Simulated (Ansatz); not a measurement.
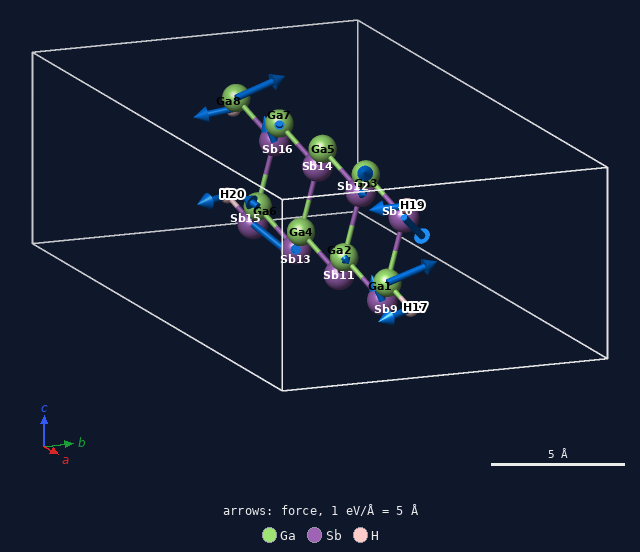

Starting geometry of a wire of composition Ga2Sb2H with the computed forces as blue arrows. A ball-and-stick model of the cell of the calculation, with the vacuum cut short, seen slightly off an axis.

Case: armchair ribbon, 8 formula units a period, edges capped with H.

These are results of DFT PBEsol, scalar-relativistic, plane waves, PAW in Ansatz, not measurements.

Input
```yaml
crystal:
  lattice:
    - [26.9, 0.0, 0.0]
    - [0.0, 10.0, 0.0]
    - [0.0, 0.0, 7.4659244539]
  atoms:
    - { symbol: Ga, position: [0.7804198369, 0.4661350181, 0.3333333333] }
    - { symbol: Ga, position: [0.6201799301, 0.4661350181, 0.3333333333] }
    - { symbol: Ga, position: [0.7002998835, 0.4661350181, 0.8333333333] }
    - { symbol: Ga, position: [0.4599400233, 0.4661350181, 0.3333333333] }
    - { symbol: Ga, position: [0.5400599767, 0.4661350181, 0.8333333333] }
    - { symbol: Ga, position: [0.2997001165, 0.4661350181, 0.3333333333] }
    - { symbol: Ga, position: [0.3798200699, 0.4661350181, 0.8333333333] }
    - { symbol: Ga, position: [0.2195801631, 0.4661350181, 0.8333333333] }
    - { symbol: Sb, position: [0.7002998835, 0.5338649819, 0.1666666667] }
    - { symbol: Sb, position: [0.7804198369, 0.5338649819, 0.6666666667] }
    - { symbol: Sb, position: [0.5400599767, 0.5338649819, 0.1666666667] }
    - { symbol: Sb, position: [0.6201799301, 0.5338649819, 0.6666666667] }
    - { symbol: Sb, position: [0.3798200699, 0.5338649819, 0.1666666667] }
    - { symbol: Sb, position: [0.4599400233, 0.5338649819, 0.6666666667] }
    - { symbol: Sb, position: [0.2195801631, 0.5338649819, 0.1666666667] }
    - { symbol: Sb, position: [0.2997001165, 0.5338649819, 0.6666666667] }
    - { symbol: H, position: [0.8291908632, 0.5073639468, 0.2318791507] }
    - { symbol: H, position: [0.1708091368, 0.5073639468, 0.7318791507] }
    - { symbol: H, position: [0.8335398719, 0.4889595882, 0.7771677191] }
    - { symbol: H, position: [0.1664601281, 0.4889595882, 0.2771677191] }
basis:
  ecutwfc: 420
kpoints:
  mp_grid: { grid: [1, 1, 5] }
hamiltonian:
  xc: pbesol
scf:
  occupations: { method: gaussian, width: 0.05 }
output:
  forces: true
  stress: true
  eigenvalues: true
  populations: true
  write_density: true
  write_potential: true
  elf: true
  volumetric_format: npy
relax:
  adjacent_minimum: "off"
  f_tol: 0.02
  max_steps: 45
  cell: { fix: [a, b, alpha, beta, gamma], stress_tol: 0.03 }
```

Run as
```bash
ansatz run input.yaml --threads 4 --pin off --max-ram 11264MiB --backend cpu --events-out ev --progress --plain --runs-dir out
```

**Is this structure relaxed? If not, where do the atoms go?**

It isn't relaxed: the largest force vector, on Sb atoms, is 0.47 eV/Å. The final displacements have little in common with the starting forces (cosine between the two patterns 0.10). The largest moves relative to the layer's centre, 5.71 Å, are those of H17 and H18. Largest moves by element: H 5.71 Å, Ga 3.30 Å, Sb 2.80 Å. Along the periodic axis the drawn cell goes c 7.466 → 7.293 Å (−2.3 %). Among the contacts that change: Ga3–Sb10 2.579 → 2.621 Å, Ga3–Sb9 2.579 → 2.599 Å, Sb10–H19 1.710 → 1.721 Å, Ga1–Sb9 2.579 → 2.587 Å. Among the angles between lasting bonds that change: Ga6–Sb15–H20 113.4° → 93.7°, Ga7–Sb16–Ga8 113.4° → 95.8°, Ga8–Sb15–H20 113.4° → 97.8°. After 38 accepted moves (42 points after the start) the energy has fallen by 1.431 eV per cell of the calculation. The largest force component goes from 0.41 to 0.012 eV/Å. The line search rejected the trial steps at points 28, 35, 37 of the run. The SCF was repeated once at an unchanged geometry on a basis and grid sized afresh for the cell, which shifted the energy by 3.1 meV per cell of the calculation at most.
